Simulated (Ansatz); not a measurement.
Nudged elastic band, with input and output: Al5Ga2N8 (part 2 of 2)

Al5Ga2N8 (defect cell, 15 atoms in the cell); DFT PBEsol, scalar-relativistic, plane waves, PAW, no spin polarisation (Ansatz 0.2.0); cutoff 420 eV, 4×4×4 k-mesh, Gaussian smearing of 0.05 eV. The structure derives from a Materials Project entry. The run did not end well. It belongs to a series of runs on one base structure; here: band between the two ends.

Geometry of the input (Å; fractional positions):
```
-4.4070  4.4070  0.0000
0.0000  4.4070  -4.4070
-4.4070  0.0000  -4.4070
Al 0.5000  -0.0000  0.0000
Al 0.5068  0.4932  0.0068
Al -0.0068  0.0068  0.4932
Al 0.5068  0.0068  0.4932
Al -0.0068  0.4932  0.0068
Ga 0.4971  0.5029  0.5029
Ga 0.0029  -0.0029  -0.0029
N  0.6247  0.1230  0.6276
N  0.1434  0.6215  0.0917
N  0.5917  0.6434  0.6434
N  0.1276  0.1247  0.1247
N  0.1215  0.6434  0.6434
N  0.6230  0.1247  0.1247
N  0.6247  0.6276  0.1230
N  0.1434  0.0917  0.6215
```

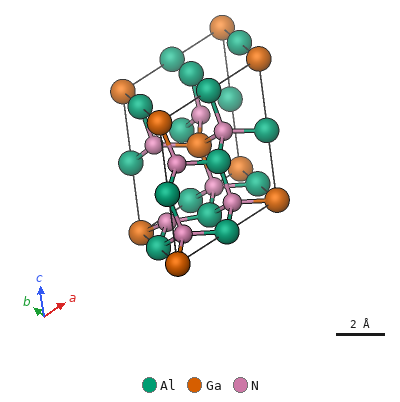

Figure 1. The input geometry (ball-and-stick view of the cell of the calculation, seen slightly off an axis).

**Output, continued**
```
--- Forces (eV/Å), atoms counted from 1 ---
  atom   1  Al     0.04716041     0.10446355     0.11029819
  atom   2  Al     0.06099600    -0.67387457    -0.63763867
  atom   3  Al     0.01273338    -0.02112522    -0.01971884
  atom   4  Al     0.14620897     0.05981656     0.03021574
  atom   5  Al    -0.21455088     0.07508019    -0.01002555
  atom   6  Ga     0.15040164     0.05885641     0.07703559
  atom   7  Ga    -0.19659626    -0.06031076     0.08559916
  atom   8  N      0.14501044     0.08543001     0.05598446
  atom   9  N     -0.14906413    -0.00737766     0.01137395
  atom  10  N      0.16818599     0.09796357     0.07669509
  atom  11  N     -0.07115420     0.02011113     0.03467493
  atom  12  N     -0.01373156     0.00299735    -0.04247260
  atom  13  N     -0.02899441     0.04422605     0.19438761
  atom  14  N     -0.07395410     0.26539504     0.06693475
  atom  15  N      0.01729947    -0.05162049    -0.03330577
  max |Σ_I F_I| component: 4.92e-5 eV/Å
--- Band table (eV; the first three rows and the last of 36) ---
  k-point 0: bands = ["-8.7417", "-7.4987", "-7.4865", "-7.3606", "-7.1766", "-7.1330", "-7.1074", "-6.7397", "-6.3315", "-6.3304", "-6.3091", "-6.2711", "-5.6521", "-5.5613", "-5.5593", "-5.2476", "-5.1392", "-5.1198", "-0.0260", "0.4812", "0.5996", "0.6715", "0.8298", "1.5366", "3.4397", "4.3206", "4.3524", "4.4199", "4.5210", "4.5609", "4.5921", "5.4462", "5.6780", "5.7768", "5.8172", "5.8867", "5.9779", "6.0274", "6.0407", "7.1497", "7.1802", "7.2511", "10.1215", "10.3686", "10.4341", "10.6667", "12.2979", "13.4162", "13.6253", "13.6487", "14.3171", "15.3441", "15.9518", "16.1092", "16.3561", "16.4369"]
  k-point 1: bands = ["-8.5509", "-7.5857", "-7.4521", "-7.3685", "-7.2154", "-7.1618", "-7.1287", "-6.7922", "-6.3304", "-6.3254", "-6.3127", "-6.2794", "-5.7581", "-5.6037", "-5.5702", "-5.3362", "-5.1825", "-5.1448", "0.3521", "0.7848", "0.9478", "1.0594", "1.3464", "1.7875", "3.4973", "3.8044", "3.8944", "4.0783", "4.5579", "4.6036", "4.6494", "4.9696", "5.0436", "5.1684", "5.5429", "5.6410", "5.6945", "5.9723", "6.0088", "6.6589", "7.1405", "7.2376", "10.9422", "11.0799", "11.1164", "11.3690", "12.7273", "13.7872", "13.9384", "14.0674", "14.6733", "15.0342", "15.2218", "15.4480", "16.1164", "16.4596"]
  k-point 2: bands = ["-8.1767", "-7.9034", "-7.3765", "-7.3574", "-7.2680", "-7.2094", "-7.1553", "-6.8586", "-6.3280", "-6.3203", "-6.3124", "-6.2997", "-5.7698", "-5.6536", "-5.5811", "-5.4511", "-5.2251", "-5.1614", "0.8883", "1.1098", "1.3881", "1.5618", "1.7798", "2.7196", "2.8893", "3.2703", "3.7030", "3.7691", "3.9524", "4.0706", "4.2934", "4.8299", "4.9724", "5.0195", "5.1892", "5.4141", "5.4450", "5.9612", "6.0314", "6.1276", "7.1117", "7.2058", "11.8791", "12.0153", "12.4033", "12.5068", "12.5595", "12.8634", "13.2674", "13.6333", "15.0457", "15.1786", "15.6553", "16.3014", "16.5625", "16.6503"]
  k-point 35: bands = ["-8.1432", "-7.9468", "-7.3713", "-7.3608", "-7.2531", "-7.2023", "-7.1572", "-6.8769", "-6.3277", "-6.3207", "-6.3117", "-6.3001", "-5.7389", "-5.6625", "-5.5774", "-5.4869", "-5.2424", "-5.1302", "0.9063", "1.0800", "1.3743", "1.5638", "1.7964", "2.6833", "2.9351", "3.3987", "3.7172", "3.7686", "3.9086", "4.0274", "4.3236", "4.8381", "4.9151", "5.0844", "5.1936", "5.3278", "5.4625", "5.9728", "6.0075", "6.0708", "7.0724", "7.2051", "11.9443", "12.1863", "12.2314", "12.3919", "12.5011", "13.0228", "13.1072", "13.8104", "14.9024", "15.3713", "15.8523", "16.1549", "16.4830", "16.8207"]
End of that report.
this run last wrote the band of iteration 5 to [file]
Error: NEB band did not converge after 5 iterations: max|band force component| = 2.18e0 eV/Å (threshold 5.0e-2); raise `neb.max_iterations` in a new run, which can start from the last band evaluated (`neb.initial_path`, with `crystal.atoms` and `neb.final_atoms` set to its first and last images), add images, or start from endpoints closer to local minima. Where this run's directory can be resumed (`checkpoint.write`), a resume goes on for up to `neb.max_iterations` more; to start a new run from the last band, take its images' positions from the `neb_iteration` event of iteration 5 (`data.images[].positions_ang`), in the event stream of the run that computed that iteration (not this run's, if it was resumed behind it). With `checkpoint.write`, `steps/00-neb/state/checkpoint.json` in the run directory holds the last saved band, under `neb.evaluated.images[].positions_ang` (a band under a hybrid functional on support functions is neither saved nor resumed: `neb.initial_path` says where its path is): check the last entry of `neb.iterations` there, which is earlier than 5 if that iteration was not saved or its write failed. If the band's step has no `state` directory and holds `state.next`, a write was cut short, and the file is under `state.next` instead (behind a loss of power it can be under `state.prev`)
this run wrote the band of iteration 5 to [file] as well, whether or not its events were kept: a new run's `neb.initial_path` can list its `images[].positions_ang`
a run's events are kept only if it was started with --events-out <file>, and are in that file
```

**The last band as extended XYZ (Å, eV, eV/Å)**
```
15
Lattice="-4.4070 4.4070 0.0000 0.0000 4.4070 -4.4070 -4.4070 0.0000 -4.4070" Properties=species:S:1:pos:R:3:forces:R:3 image=0 energy=-13147.33164
Al   -2.2035    2.2035    0.0000    0.0000   0.0000   0.0000
Al   -2.2639    4.4070   -2.2035   -0.0086   0.0000   0.0000
Al   -2.1431    0.0000   -2.2035    0.0087   0.0000   0.0000
Al   -4.4070    2.2639   -2.2035    0.0000   0.0086   0.0000
Al    0.0000    2.1431   -2.2035    0.0000  -0.0087   0.0000
Ga   -4.4070    4.4070   -4.4329   -0.0001   0.0001  -0.0003
Ga    0.0000    0.0000    0.0259    0.0000   0.0000   0.0004
N    -5.5188    3.2952   -3.3081   -0.0014  -0.0014  -0.0020
N    -1.0360    3.3710   -3.1433    0.0008   0.0008   0.0034
N    -5.4430    5.4430   -5.6707    0.0008  -0.0008  -0.0034
N    -1.1118    1.1118   -1.0989   -0.0014   0.0014   0.0020
N    -3.3710    3.3710   -5.6707   -0.0008   0.0008  -0.0034
N    -3.2952    3.2952   -1.0989    0.0014  -0.0014   0.0020
N    -3.2952    5.5188   -3.3081    0.0014   0.0014  -0.0020
N    -3.3710    1.0360   -3.1433   -0.0008  -0.0008   0.0034
15
Lattice="-4.4070 4.4070 0.0000 0.0000 4.4070 -4.4070 -4.4070 0.0000 -4.4070" Properties=species:S:1:pos:R:3:forces:R:3 image=1 energy=-13147.09653
Al   -2.2201    2.1812   -0.0244    0.0127   0.0197   0.0211
Al   -2.2837    4.2142   -2.3931    0.0610   0.6376   0.6739
Al   -2.1664    0.0549   -2.1560    0.0472  -0.1103  -0.1045
Al   -4.5205    2.2332   -2.2029    0.1462  -0.0302  -0.0598
Al    0.1265    2.1325   -2.1605   -0.2145   0.0100  -0.0751
Ga   -4.5195    4.4127   -4.4381    0.1504  -0.0770  -0.0589
Ga    0.1208    0.0402   -0.0117   -0.1966  -0.0856   0.0603
N    -5.6162    3.3069   -3.2882    0.1450  -0.0560  -0.0854
N    -0.8725    3.3447   -3.1835   -0.1491  -0.0114   0.0074
N    -5.5519    5.3365   -5.7608    0.1682  -0.0767  -0.0980
N    -1.0548    1.1352   -1.0923   -0.0712  -0.0347  -0.0201
N    -3.3362    3.3905   -5.5700   -0.0740  -0.0669  -0.2654
N    -3.3152    3.2337   -1.1635    0.0173   0.0333   0.0516
N    -3.3033    5.4630   -3.3534   -0.0137   0.0425  -0.0030
N    -3.3536    1.1115   -3.1400   -0.0290  -0.1944  -0.0442
15
Lattice="-4.4070 4.4070 0.0000 0.0000 4.4070 -4.4070 -4.4070 0.0000 -4.4070" Properties=species:S:1:pos:R:3:forces:R:3 image=2 energy=-13146.12310
Al   -2.2216    2.1614   -0.0491   -0.0260   0.0250   0.0500
Al   -2.3665    3.9335   -2.6796    0.1377   1.5674   1.6793
Al   -2.1941    0.0806   -2.1335    0.0483  -0.1448  -0.1117
Al   -4.5877    2.2141   -2.1941    0.1165  -0.1075  -0.0992
Al    0.2132    2.1218   -2.1280   -0.1964  -0.0226  -0.1580
Ga   -4.5964    4.4281   -4.4357    0.1733  -0.1324  -0.1207
Ga    0.2057    0.0685   -0.0443   -0.1862  -0.1302   0.0173
N    -5.6784    3.3063   -3.2767    0.1630  -0.0574  -0.0940
N    -0.7633    3.3380   -3.2035    0.4911  -0.1837  -0.1139
N    -5.6266    5.3309   -5.7462    0.0913  -0.6616  -0.7348
N    -1.0229    1.1372   -1.1019   -0.0730  -0.0180  -0.0170
N    -3.3107    3.3916   -5.4709   -0.1410  -0.0171  -0.4555
N    -3.3045    3.2063   -1.2239   -0.2010  -0.1383   0.2995
N    -3.2813    5.4086   -3.3679   -0.2722   0.3630  -0.1749
N    -3.3313    1.1885   -3.1586   -0.1254  -0.3418   0.0338
15
Lattice="-4.4070 4.4070 0.0000 0.0000 4.4070 -4.4070 -4.4070 0.0000 -4.4070" Properties=species:S:1:pos:R:3:forces:R:3 image=3 energy=-13145.11308
Al   -2.2235    2.1417   -0.0732   -0.0735   0.0017   0.0367
Al   -2.4635    3.6325   -2.9908   -1.1397   0.9150   0.9469
Al   -2.2042    0.0850   -2.1310    0.0152  -0.1162  -0.0871
Al   -4.6111    2.2075   -2.1916    0.0506  -0.0670  -0.0427
Al    0.2453    2.1124   -2.1261   -0.0942  -0.0248  -0.1958
Ga   -4.6289    4.4348   -4.4330    0.1213  -0.0925  -0.0161
Ga    0.2367    0.0659   -0.0652   -0.0927  -0.1515  -0.0176
N    -5.7031    3.2954   -3.2811    0.0874  -0.0395  -0.0736
N    -0.7530    3.3240   -3.2252    1.7457  -0.2104  -0.0851
N    -5.6457    5.4375   -5.6288    0.1117  -0.3513  -0.4341
N    -1.0079    1.1280   -1.1154   -0.0249  -0.0017  -0.0325
N    -3.2839    3.3806   -5.4030   -0.1388  -0.0104  -0.3361
N    -3.2737    3.2033   -1.2831   -0.1936  -0.1250   0.4221
N    -3.2422    5.3504   -3.3620   -0.2427   0.5450  -0.1082
N    -3.3077    1.2412   -3.1798   -0.1318  -0.2715   0.0232
15
Lattice="-4.4070 4.4070 0.0000 0.0000 4.4070 -4.4070 -4.4070 0.0000 -4.4070" Properties=species:S:1:pos:R:3:forces:R:3 image=4 energy=-13144.76831
Al   -2.2165    2.1296   -0.0876   -0.0482   0.0387   0.0484
Al   -2.4999    3.3163   -3.3163   -1.7463   0.0688  -0.0688
Al   -2.2165    0.0876   -2.1296   -0.0482  -0.0484  -0.0387
Al   -4.6290    2.1944   -2.1944    0.0022  -0.0394   0.0394
Al    0.2638    2.1197   -2.1197   -0.0717   0.0862  -0.0862
Ga   -4.6560    4.4382   -4.4382    0.0210  -0.0198   0.0198
Ga    0.2528    0.0650   -0.0650   -0.0771  -0.0765   0.0765
N    -5.7177    3.2871   -3.2871    0.0333   0.0180  -0.0180
N    -0.7465    3.2770   -3.2770    2.1829  -0.0793   0.0793
N    -5.6796    5.5331   -5.5331    0.0117   0.0625  -0.0625
N    -0.9971    1.1225   -1.1225    0.0460   0.0233  -0.0233
N    -3.2400    3.3677   -5.3302   -0.0697  -0.0014  -0.2566
N    -3.2721    3.1927   -1.3035   -0.0831  -0.0553   0.2339
N    -3.2400    5.3302   -3.3677   -0.0697   0.2566   0.0014
N    -3.2721    1.3035   -3.1927   -0.0831  -0.2339   0.0553
15
Lattice="-4.4070 4.4070 0.0000 0.0000 4.4070 -4.4070 -4.4070 0.0000 -4.4070" Properties=species:S:1:pos:R:3:forces:R:3 image=5 energy=-13145.11308
Al   -2.2042    2.1310   -0.0850    0.0152   0.0871   0.1162
Al   -2.4635    2.9908   -3.6325   -1.1397  -0.9469  -0.9150
Al   -2.2235    0.0732   -2.1417   -0.0735  -0.0367  -0.0017
Al   -4.6111    2.1916   -2.2075    0.0506   0.0427   0.0670
Al    0.2453    2.1261   -2.1124   -0.0942   0.1958   0.0248
Ga   -4.6289    4.4330   -4.4348    0.1213   0.0161   0.0925
Ga    0.2367    0.0652   -0.0659   -0.0927   0.0176   0.1515
N    -5.7031    3.2811   -3.2954    0.0874   0.0736   0.0395
N    -0.7530    3.2252   -3.3240    1.7457   0.0851   0.2104
N    -5.6457    5.6288   -5.4375    0.1117   0.4341   0.3512
N    -1.0079    1.1154   -1.1280   -0.0249   0.0325   0.0018
N    -3.2422    3.3620   -5.3504   -0.2427   0.1082  -0.5450
N    -3.3077    3.1798   -1.2412   -0.1318  -0.0232   0.2715
N    -3.2839    5.4030   -3.3806   -0.1388   0.3361   0.0104
N    -3.2737    1.2831   -3.2033   -0.1936  -0.4221   0.1250
15
Lattice="-4.4070 4.4070 0.0000 0.0000 4.4070 -4.4070 -4.4070 0.0000 -4.4070" Properties=species:S:1:pos:R:3:forces:R:3 image=6 energy=-13146.12310
Al   -2.1941    2.1335   -0.0806    0.0483   0.1117   0.1448
Al   -2.3665    2.6796   -3.9335    0.1377  -1.6793  -1.5674
Al   -2.2216    0.0491   -2.1614   -0.0260  -0.0500  -0.0250
Al   -4.5877    2.1941   -2.2141    0.1165   0.0992   0.1075
Al    0.2132    2.1280   -2.1218   -0.1964   0.1580   0.0226
Ga   -4.5964    4.4357   -4.4281    0.1733   0.1207   0.1324
Ga    0.2057    0.0443   -0.0685   -0.1862  -0.0173   0.1303
N    -5.6784    3.2767   -3.3063    0.1630   0.0940   0.0574
N    -0.7633    3.2035   -3.3380    0.4911   0.1139   0.1837
N    -5.6266    5.7462   -5.3309    0.0913   0.7348   0.6616
N    -1.0229    1.1019   -1.1372   -0.0730   0.0170   0.0180
N    -3.2813    3.3679   -5.4086   -0.2722   0.1749  -0.3630
N    -3.3313    3.1586   -1.1885   -0.1254  -0.0338   0.3418
N    -3.3107    5.4709   -3.3916   -0.1410   0.4555   0.0171
N    -3.3045    1.2239   -3.2063   -0.2010  -0.2995   0.1383
15
Lattice="-4.4070 4.4070 0.0000 0.0000 4.4070 -4.4070 -4.4070 0.0000 -4.4070" Properties=species:S:1:pos:R:3:forces:R:3 image=7 energy=-13147.09653
Al   -2.1664    2.1560   -0.0549    0.0472   0.1045   0.1103
Al   -2.2837    2.3931   -4.2142    0.0610  -0.6739  -0.6376
Al   -2.2201    0.0244   -2.1812    0.0127  -0.0211  -0.0197
Al   -4.5205    2.2029   -2.2332    0.1462   0.0598   0.0302
Al    0.1265    2.1605   -2.1325   -0.2146   0.0751  -0.0100
Ga   -4.5195    4.4381   -4.4127    0.1504   0.0589   0.0770
Ga    0.1208    0.0117   -0.0402   -0.1966  -0.0603   0.0856
N    -5.6162    3.2882   -3.3069    0.1450   0.0854   0.0560
N    -0.8725    3.1835   -3.3447   -0.1491  -0.0074   0.0114
N    -5.5519    5.7608   -5.3365    0.1682   0.0980   0.0767
N    -1.0548    1.0923   -1.1352   -0.0712   0.0201   0.0347
N    -3.3033    3.3534   -5.4630   -0.0137   0.0030  -0.0425
N    -3.3536    3.1400   -1.1115   -0.0290   0.0442   0.1944
N    -3.3362    5.5700   -3.3905   -0.0740   0.2654   0.0669
N    -3.3152    1.1635   -3.2337    0.0173  -0.0516  -0.0333
15
Lattice="-4.4070 4.4070 0.0000 0.0000 4.4070 -4.4070 -4.4070 0.0000 -4.4070" Properties=species:S:1:pos:R:3:forces:R:3 image=8 energy=-13147.33164
Al   -2.1431    2.2035    0.0000    0.0086   0.0000   0.0000
Al   -2.2639    2.2035   -4.4070   -0.0086   0.0000   0.0000
Al   -2.2035    0.0000   -2.2035    0.0000   0.0000   0.0000
Al   -4.4070    2.2035   -2.2639    0.0000   0.0000  -0.0086
Al    0.0000    2.2035   -2.1431   -0.0001   0.0000   0.0086
Ga   -4.4070    4.4329   -4.4070    0.0000   0.0003   0.0000
Ga    0.0000   -0.0259    0.0000    0.0000  -0.0004   0.0000
N    -5.5188    3.3081   -3.2952   -0.0014   0.0020   0.0014
N    -1.0360    3.1433   -3.3710    0.0008  -0.0034  -0.0008
N    -5.4430    5.6707   -5.4430    0.0008   0.0034   0.0008
N    -1.1118    1.0989   -1.1118   -0.0014  -0.0020  -0.0014
N    -3.2952    3.3081   -5.5188    0.0014   0.0020  -0.0014
N    -3.3710    3.1433   -1.0360   -0.0008  -0.0034   0.0008
N    -3.3710    5.6707   -3.3710   -0.0008   0.0034  -0.0008
N    -3.2952    1.0989   -3.2952    0.0014  -0.0020   0.0014
```

**What the run reported**

| quantity | value |
| --- | --- |
| outcome | not converged |
| barrier, forward (band not converged) | 2.563 eV |
| barrier, backward | 2.563 eV |
| wall time | 6.1 min (CPU time 21 min) |
| peak memory | 2 GiB |

**What went wrong**

The run did not converge: “NEB band did not converge after 5 iterations: max|band force component| = 2.18e0 eV/Å (threshold 5.0e-2); raise `neb.max_iterations` in a new run, which can start from the last band evaluated (`neb.initial_path`, with `crystal.atoms` and `neb.final_atoms` set to its first and last images), add images, or start from endpoints closer to local minima …” Its last values are not results.
